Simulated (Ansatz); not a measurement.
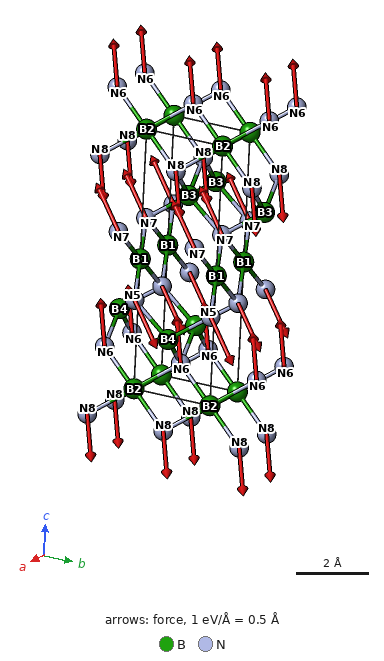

Starting geometry of crystalline BN (a generated structure, set up in C2/c) (coarse preliminary run) with the computed forces as red arrows. Style: ball-and-stick. Shown: the cell of the calculation, slightly off an axis.

The calculation used DFT PBE, scalar-relativistic, plane waves, PAW in Ansatz.

Input file:
```yaml
crystal:
  lattice:
    - [1.65746241, -1.59856409, 0.0]
    - [1.65746241, 1.59856409, 0.0]
    - [-1.48396591, 0.0, 7.10087666]
  atoms:
    - { symbol: B, position: [0.0, 0.0, 0.5] }
    - { symbol: B, position: [0.0, 0.0, 0.0] }
    - { symbol: B, position: [0.56447442, 0.43552558, 0.75] }
    - { symbol: B, position: [0.43552558, 0.56447442, 0.25] }
    - { symbol: "N", position: [0.44604884, 0.10809129, 0.37246911] }
    - { symbol: "N", position: [0.89190871, 0.55395116, 0.12753089] }
    - { symbol: "N", position: [0.55395116, 0.89190871, 0.62753089] }
    - { symbol: "N", position: [0.10809129, 0.44604884, 0.87246911] }
basis:
  ecutwfc: 420
kpoints:
  mp_grid: { grid: [8, 8, 4] }
hamiltonian:
  xc: pbe
scf:
  occupations: { method: gaussian, width: 0.1 }
  lower_state_search: "off"
output:
  forces: true
  stress: true
  eigenvalues: true
relax:
  adjacent_minimum: "off"
  f_tol: 0.04
  max_steps: 70
  cell: { stress_tol: 0.4 }
```

Run as
```bash
ansatz run input.yaml --threads 1 --pin off --max-ram 2560MiB --backend cpu --events-out ev --progress --plain --runs-dir out
```

### Is this structure relaxed? If not, where do the atoms go?

It isn't relaxed: the largest force vector, on N atoms, is 3.37 eV/Å. The final displacements have little in common with the starting forces (cosine between the two patterns 0.15). The largest moves relative to the cell, 1.13 Å, are those of N5, N6, N7 and N8. N8 goes roughly along [−2 3 0]. Largest moves by element: N 1.13 Å, B 1.01 Å. Cell: a = b 2.303 → 2.721 Å (+18.2 %), c 7.254 → 8.954 Å (+23.4 %), α 98.5° → 102.4°, β 98.5° → 102.4°, γ 87.9° → 90.2°. Volume +67.8 %. Some distances before and after: N5–N7 1.965 → 3.301 Å, B1–B3 2.286 → 3.495 Å, B1–N5 1.529 → 2.714 Å, B1–B1 2.303 → 2.721 Å. Bonds break: B1–N5 (1.53 → 2.71 Å), B1–N7 (1.53 → 2.71 Å), B2–N6 (1.53 → 2.71 Å), B2–N8 (1.53 → 2.71 Å). Bond angles that change, for instance: B2–N6–B4 97.8° → 124.0°, N5–B4–N6 119.0° → 105.0°, N5–B4–N5 105.5° → 116.6°. The space group stays C2/c (No. 15). After 21 accepted moves (27 points after the start) the energy has fallen by 883 meV per atom. The largest force component goes from 2.5 to 0.018 eV/Å. The pressure goes from 151.74 to 0.03 GPa. The line search rejected the trial steps at points 4, 11, 15 of the run. At 3 points the geometry stayed and the basis and grid were re-selected for the new cell (energy shift of 103 meV per atom at most each time).
